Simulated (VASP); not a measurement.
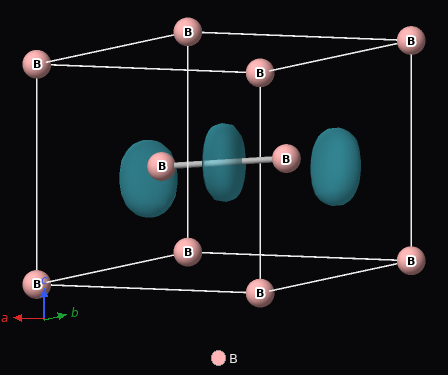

B. Isosurface of the ELF at 0.8 (cyan), seen at an oblique angle. Only the valence region is drawn (cores and ρ < 0.01 e/Å³ removed). Sticks mark near contacts.

Space group P6/mmm; a generated structure, not necessarily the stable one; changed on purpose from its base cell (volume × 1.04); computed pressure about −8 GPa in this cell.

All numbers below come from Kohn-Sham DFT of a periodic cell, PBEsol, VASP PAW PBE potentials, recommended (VASP 6.6.1).

In a PAW calculation such maps are meaningful between the atoms, not at the nuclei.

Q: Identify the bonds, lone pairs and shells in this picture.

A: The ELF exceeds this value in three regions between bonded B–B atoms (shared pairs), counted in one cell of 3 atoms. Regions shared between cells count once. Profiles from the grid: B–B (1.67 Å): the ELF peaks at about 0.90 between the atoms; a covalent bond.
